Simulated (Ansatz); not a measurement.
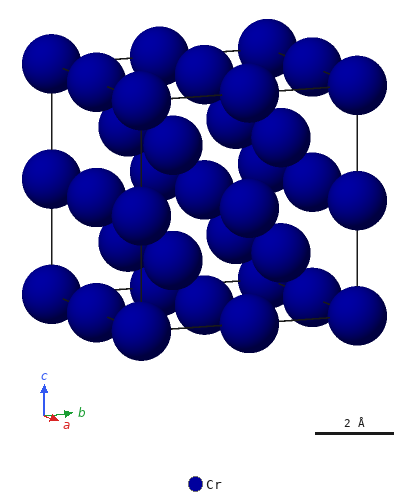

Starting frame of a dynamics run of a 16-atom cell of Cr. The cell was cut from the bcc crystal. The picture is a spheres-only view of the simulation cell, seen slightly off an axis.

Level of theory: DFT PBE-D3(BJ), scalar-relativistic, plane waves, PAW (Ansatz 0.2.0).

Input file:
```yaml
crystal:
  lattice:
    - [6.034692, 0.0, 0.0]
    - [0.0, 6.034692, 0.0]
    - [0.0, 0.0, 6.034692]
  atoms:
    - { symbol: Cr, position: [0.0, 0.0, 0.0] }
    - { symbol: Cr, position: [0.5, 0.0, 0.0] }
    - { symbol: Cr, position: [0.0, 0.5, 0.0] }
    - { symbol: Cr, position: [0.0, 0.0, 0.5] }
    - { symbol: Cr, position: [0.25, 0.25, 0.25] }
    - { symbol: Cr, position: [0.5, 0.5, 0.0] }
    - { symbol: Cr, position: [0.5, 0.0, 0.5] }
    - { symbol: Cr, position: [0.75, 0.25, 0.25] }
    - { symbol: Cr, position: [0.0, 0.5, 0.5] }
    - { symbol: Cr, position: [0.25, 0.75, 0.25] }
    - { symbol: Cr, position: [0.25, 0.25, 0.75] }
    - { symbol: Cr, position: [0.5, 0.5, 0.5] }
    - { symbol: Cr, position: [0.75, 0.75, 0.25] }
    - { symbol: Cr, position: [0.75, 0.25, 0.75] }
    - { symbol: Cr, position: [0.25, 0.75, 0.75] }
    - { symbol: Cr, position: [0.75, 0.75, 0.75] }
basis:
  ecutwfc: 420.0
kpoints:
  mp_grid: { grid: [2, 2, 2] }
hamiltonian:
  xc: pbe
  dispersion: d3bj
scf:
  occupations: { method: fermi_dirac, width: 0.17 }
  lower_state_search: "off"
md:
  timestep: 3
  n_steps: 110
  ensemble: nvt_langevin
  temperature: 2000.0
  initial_velocities: maxwell_boltzmann
  seed: 842503
  friction: 0.005
```

Run as
```bash
ansatz run input.yaml --threads 2 --pin off --max-ram 5120MiB --backend cpu --events-out ev --progress --plain --runs-dir out
```

Q: Predict how the run goes.

A: The mean temperature in the second half is 1640 K (standard deviation 449 K). The potential energy in the second half lies on average 222 meV per atom above the first frame. Root-mean-square distances from the starting positions over the second half, with the common drift of all atoms taken out: Cr 0.28 Å. That is small against the typical shortest distance between atoms in the first frame, about 2.6 Å: the atoms vibrate about their sites and the arrangement holds.

Along the run (each row but the first and the last is the mean over the interval that it begins):

| time (fs) | potential energy (meV/atom) | T (K) |
| --- | --- | --- |
| 0.0 | 0.0 | 1875 |
| 33.0 | 195.4 | 721 |
| 66.0 | 151.6 | 1450 |
| 99.0 | 162.8 | 1725 |
| 132.0 | 207.7 | 1764 |
| 165.0 | 296.1 | 1235 |
| 198.0 | 211.6 | 2191 |
| 231.0 | 198.5 | 2003 |
| 264.0 | 229.3 | 1354 |
| 297.0 | 182.2 | 1420 |
| 330.0 | 153.3 | 1626 |

The paths of the atoms:

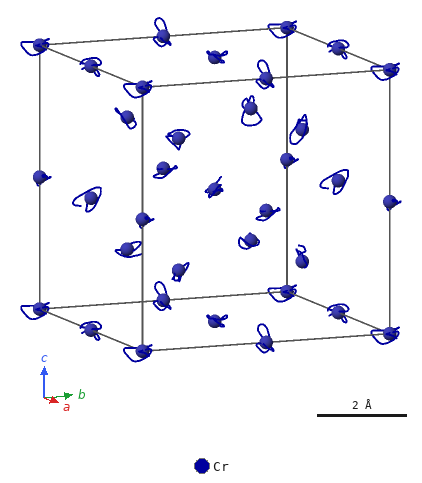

Limits of the set-up: the k-point mesh is coarse for a cell with partly filled bands.

Cost: 16 min on 2 threads of Arm Neoverse V1, with other jobs on the host, peak memory 0.99 GiB.
